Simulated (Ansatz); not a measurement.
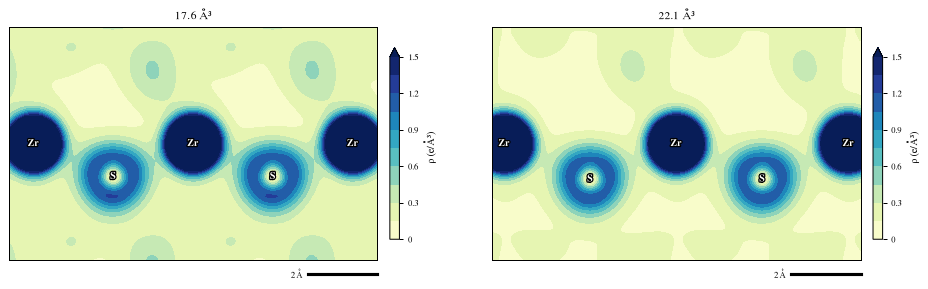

Zr3S2. The valence pseudo-density of cells scaled evenly to different volumes (given per atom above each panel), on the (110) plane of each (indices in the axes of the cell below), at one length scale and on one colour scale.

A structure from a database of computed crystals, not necessarily the ambient phase.

Level of theory: DFT PBEsol, scalar-relativistic, plane waves, PAW in Ansatz.

The density is the valence pseudo-density of a PAW calculation; it isn't the true density close to the nuclei.

The largest cell:

```cif
data_structure
_symmetry_space_group_name_H-M 'P 1'
_symmetry_Int_Tables_number 1
_cell_length_a 4.9454
_cell_length_b 4.9454
_cell_length_c 4.9454
_cell_angle_alpha 74.919
_cell_angle_beta 74.919
_cell_angle_gamma 74.919
_cell_volume 110.33
loop_
_atom_site_label
_atom_site_type_symbol
_atom_site_fract_x
_atom_site_fract_y
_atom_site_fract_z
_atom_site_occupancy
Zr1 Zr 0.16184 0.83816 0.50000 1
Zr2 Zr 0.50000 0.16184 0.83816 1
Zr3 Zr 0.83816 0.50000 0.16184 1
S1 S 0.33496 0.33496 0.33496 1
S2 S 0.66504 0.66504 0.66504 1
```

| volume (Å³/atom) | Zr–S contact in the plane (Å) | ρ at its midpoint (e/Å³) | pressure (GPa) | 
| --- | --- | --- | --- |
| 17.63 | 2.476 | 0.456 | 17.0 | 
| 19.04 | 2.550 | ? | ? | 
| 22.07 | 2.669 | 0.322 | −12.3 | 

Q: Estimate the missing row, and compare with the calculation.

A: Over the known rows ln ρ falls by 1.80 per Å of Zr–S distance (the line through the two), which gives 0.399 e/Å³ at 2.550 Å; the calculation gives 0.400 e/Å³. For the pressure, a straight line in volume between the neighbouring rows gives 7.7 GPa; the calculation gives 3.7, lower because pressure rises ever faster on compression.
